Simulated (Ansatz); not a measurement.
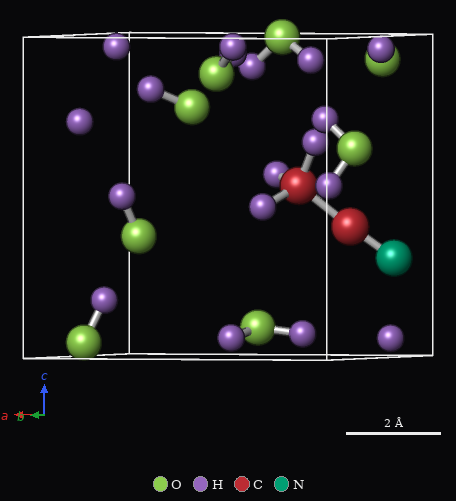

Starting frame of a dynamics run of a periodic cell with 8 H2O + 1 CH3CN at 0.94 g/cm³. A ball-and-stick model of the simulation cell, seen from a free direction.

Theory: DFT LDA, scalar-relativistic, plane waves, PAW in Ansatz.

Input
```yaml
crystal:
  lattice:
    - [6.889419, 0.0, 0.0]
    - [0.0, 6.889419, 0.0]
    - [0.0, 0.0, 6.889419]
  atoms:
    - { symbol: O, position: [0.54018714, 0.49260487, 0.88078962] }
    - { symbol: H, position: [0.53090503, 0.36425575, 0.94286426] }
    - { symbol: H, position: [0.45596634, 0.57960601, 0.96687615] }
    - { symbol: O, position: [0.9572913, 0.55056929, 0.04334898] }
    - { symbol: H, position: [0.90566078, 0.506225, 0.17485109] }
    - { symbol: H, position: [0.84069998, 0.57750454, -0.03472223] }
    - { symbol: O, position: [0.0921789, 0.20863927, 0.92515555] }
    - { symbol: H, position: [0.04967612, 0.34591673, 0.95849499] }
    - { symbol: H, position: [0.08821302, 0.14417299, 1.05540324] }
    - { symbol: O, position: [0.78770516, 0.01590127, 0.76920676] }
    - { symbol: H, position: [0.89613476, 0.09605043, 0.82551285] }
    - { symbol: H, position: [0.8517553, -0.10807228, 0.73636469] }
    - { symbol: O, position: [0.01782707, 0.68555772, 0.6541525] }
    - { symbol: H, position: [0.08352872, 0.73912119, 0.53871308] }
    - { symbol: H, position: [0.12558346, 0.65533281, 0.74403057] }
    - { symbol: O, position: [0.32306535, 0.72420276, 0.09582258] }
    - { symbol: H, position: [0.36359277, 0.86069287, 0.06547488] }
    - { symbol: H, position: [0.18202867, 0.70567945, 0.07674543] }
    - { symbol: O, position: [0.47023856, 0.07362324, 0.98958624] }
    - { symbol: H, position: [0.35738549, 0.12706848, 0.91898411] }
    - { symbol: H, position: [0.57991707, 0.04333807, 0.89723571] }
    - { symbol: O, position: [0.8254327, 0.40958674, 0.37320366] }
    - { symbol: H, position: [0.85911247, 0.47161006, 0.49812109] }
    - { symbol: H, position: [0.87861791, 0.27747296, 0.37907797] }
    - { symbol: C, position: [0.36703675, 0.21273054, 0.52941444] }
    - { symbol: C, position: [0.22294482, 0.13901344, 0.40198486] }
    - { symbol: "N", position: [0.09811108, 0.0836246, 0.30390165] }
    - { symbol: H, position: [0.44179799, 0.33910118, 0.46498403] }
    - { symbol: H, position: [0.29556073, 0.26005212, 0.66605402] }
    - { symbol: H, position: [0.47835736, 0.1021175, 0.56275252] }
basis:
  ecutwfc: 420.0
kpoints:
  mp_grid: { grid: [1, 1, 1] }
hamiltonian:
  xc: lda
scf:
  occupations: { method: fermi_dirac, width: 0.02 }
  lower_state_search: "off"
md:
  timestep: 0.5
  n_steps: 300
  ensemble: nvt_langevin
  temperature: 400.0
  initial_velocities: maxwell_boltzmann
  seed: 692979
  friction: 0.02
```

Command:
```bash
ansatz run input.yaml --threads 1 --pin off --max-ram 3072MiB --backend cpu --events-out ev --progress --plain --runs-dir out
```

### What does the trajectory do?

Over the second half the temperature averages 337 K (spread ±42 K). The potential energy in the second half lies on average 27.3 meV per atom above the first frame. Root-mean-square distances from the starting positions over the second half, with the common drift of all atoms taken out: H 0.37 Å, N 0.34 Å, O 0.33 Å, C 0.22 Å. The heavy atoms stay within a fraction of a molecule's size of their starting places; so short a run doesn't tell a liquid from a solid.

Along the run (each row but the first and the last is the mean over the interval that it begins):

```tsv
time (fs)	potential energy (meV/atom)	T (K)
0.0	0.0	387
15.0	30.0	297
30.0	35.8	345
45.0	35.1	319
60.0	31.2	317
75.0	29.5	350
90.0	32.2	331
105.0	26.8	339
120.0	24.4	296
135.0	23.6	369
150.0	27.9	388
```

The paths of the atoms:

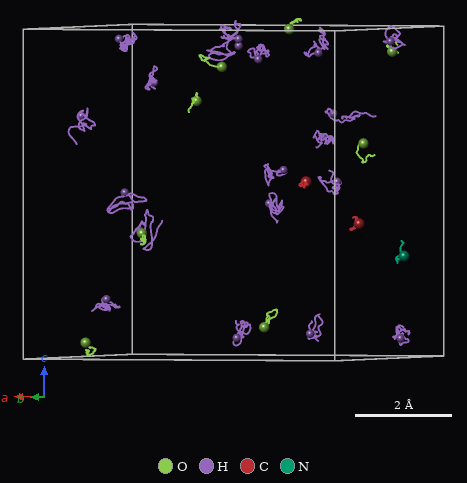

Limits of the set-up: the periodic images lie only 6.9 Å apart, so the values are limited by the cell's size.
